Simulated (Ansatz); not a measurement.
## Electronic structure of MnO (slab) in real space

The calculation's input:

```
crystal:
  lattice:
    - [6.2826882799, 0.0, 0.0]
    - [0.0, 6.2826882799, 0.0]
    - [0.0, 0.0, 20.4425314868]
  atoms:
    - { symbol: Mn, position: [0.25, 0.25, 0.391340965], spin: 4.44 }
    - { symbol: Mn, position: [0.25, 0.75, 0.391340965], spin: 4.44 }
    - { symbol: Mn, position: [0.75, 0.25, 0.391340965], spin: 4.44 }
    - { symbol: Mn, position: [0.75, 0.75, 0.391340965], spin: 4.44 }
    - { symbol: O, position: [0.5, 0.5, 0.391340965], spin: 0.25 }
    - { symbol: O, position: [0.5, 0.0, 0.391340965], spin: 0.25 }
    - { symbol: O, position: [0.0, 0.5, 0.391340965], spin: 0.25 }
    - { symbol: O, position: [0.0, 0.0, 0.391340965], spin: 0.25 }
    - { symbol: Mn, position: [0.5, 0.5, 0.5], spin: 4.44 }
    - { symbol: Mn, position: [0.5, 0.0, 0.5], spin: 4.44 }
    - { symbol: Mn, position: [0.0, 0.5, 0.5], spin: 4.44 }
    - { symbol: Mn, position: [0.0, 0.0, 0.5], spin: 4.44 }
    - { symbol: O, position: [0.75, 0.75, 0.5], spin: 0.25 }
    - { symbol: O, position: [0.75, 0.25, 0.5], spin: 0.25 }
    - { symbol: O, position: [0.25, 0.75, 0.5], spin: 0.25 }
    - { symbol: O, position: [0.25, 0.25, 0.5], spin: 0.25 }
    - { symbol: Mn, position: [0.75, 0.75, 0.608659035], spin: 4.44 }
    - { symbol: Mn, position: [0.75, 0.25, 0.608659035], spin: 4.44 }
    - { symbol: Mn, position: [0.25, 0.75, 0.608659035], spin: 4.44 }
    - { symbol: Mn, position: [0.25, 0.25, 0.608659035], spin: 4.44 }
    - { symbol: O, position: [0.0, 0.0, 0.608659035], spin: 0.25 }
    - { symbol: O, position: [0.0, 0.5, 0.608659035], spin: 0.25 }
    - { symbol: O, position: [0.5, 0.0, 0.608659035], spin: 0.25 }
    - { symbol: O, position: [0.5, 0.5, 0.608659035], spin: 0.25 }
basis:
  ecutwfc: 420
kpoints:
  mp_grid: { grid: [3, 3, 1] }
hamiltonian:
  xc: pbe
scf:
  occupations: { method: gaussian, width: 0.1 }
output:
  forces: true
  eigenvalues: true
  populations: true
  write_density: true
  write_potential: true
  elf: true
  volumetric_format: npy
magnetization:
  spin_polarized: true
relax:
  adjacent_minimum: "off"
  f_tol: 0.03
  max_steps: 70
  constraints: [{ sites: [0, 1, 2, 3, 4, 5, 6, 7] }]
efield:
  axis: 3
  dipole_correction: true
  ramp_width: 0.04
```

Command:

```sh
ansatz run input.yaml --threads 4 --pin off --max-ram 10240MiB --backend cpu --events-out ev --progress --plain --runs-dir out
```

The fields are those of the run's last geometry, not of the input's.

The SCF solution may not be the lowest one; the program warned that another magnetic order may lie lower; spin-polarised.

Computed with DFT PBE, scalar-relativistic, plane waves, PAW (Ansatz).

In a PAW calculation such maps are meaningful between the atoms, not at the nuclei.

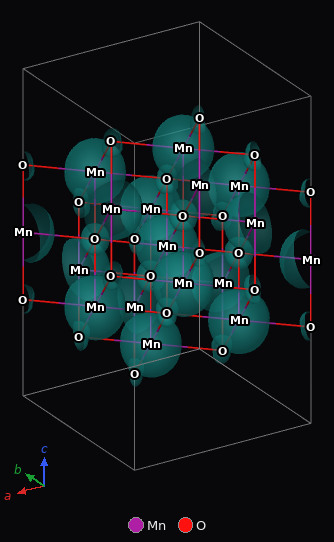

Figure 1. Isosurfaces of the magnetisation density (up minus down) at +0.2 (teal) and −0.2 e/Å³ (pink), seen at an oblique angle. Sticks mark near contacts.

Q: Describe the spin distribution.

A: The spin density sits on Mn: +4.1 μB (×12) in one cell of 24 atoms, with smaller moments on O (up to +0.27 μB): parallel moments (a ferromagnetic arrangement) in this solution. The cell of the calculation (24 atoms) carries 58.9 μB of net spin moment. Only one sign reaches the isovalue.

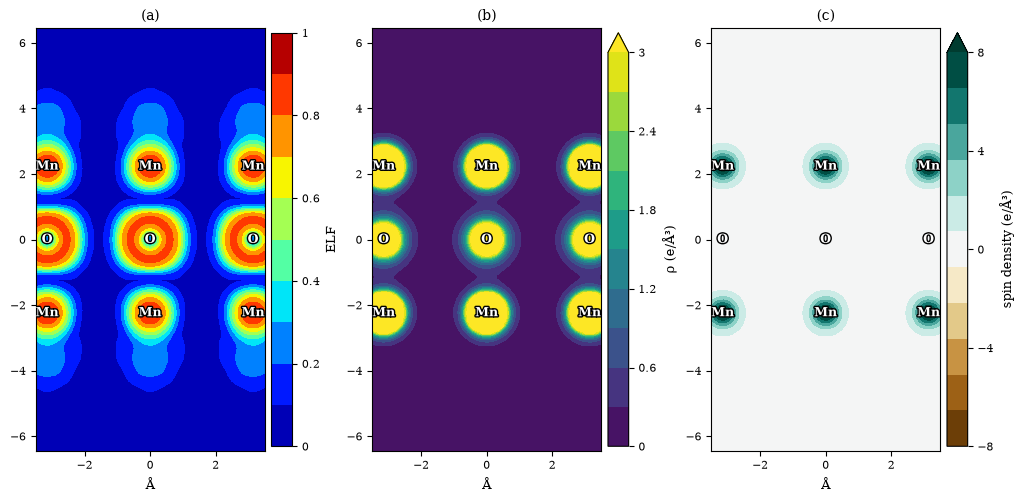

Figure 2. (a) ELF; (b) valence pseudo-density; (c) magnetisation density (up minus down) on the (100) plane of the calculation cell, a cut from vacuum to vacuum.

Q: Describe what can be read from this map.

A: The section cuts through Mn and O sites.
Mn–O (2.24 Å): the density is about 0.34 e/Å³ at the midpoint; the ELF peaks at about 0.80 in the valence shell of O, 0.6 Å from its nucleus, and is about 0.15 at the midpoint; no localised pair shows between them.
The density dies away to nearly zero in the vacuum.
The features right at Mn lie inside the PAW spheres, where the map follows smoothed inner orbitals and isn't to be read closely.

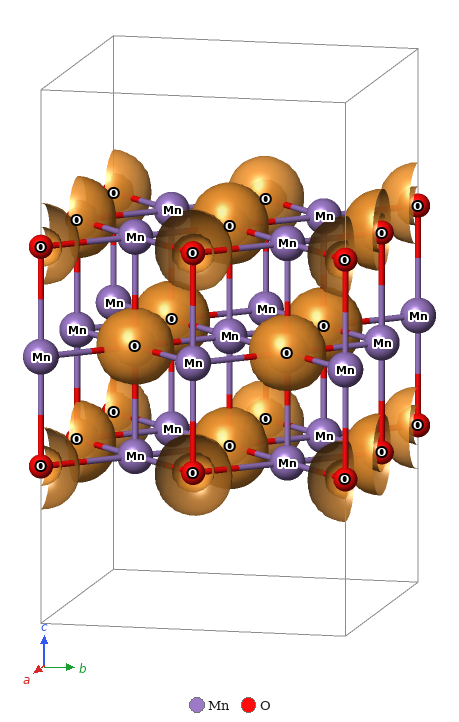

Figure 3. Isosurface of the electron localisation function at 0.75 (orange), seen slightly off an axis. Core shells and regions of very low density are left out. Sticks mark near contacts.

Q: Identify the bonds, lone pairs and shells in this picture.

A: At this value the surface marks out twelve regions wrapped around O (the valence shell of each), counted in one cell of 24 atoms. Counts are for one cell; the picture repeats the cell along the surface.


Mn–O (2.22 Å): the ELF peaks at about 0.80 in the valence shell of O, 0.6 Å from its nucleus, and is about 0.15 at the midpoint (no localised pair shows between them).
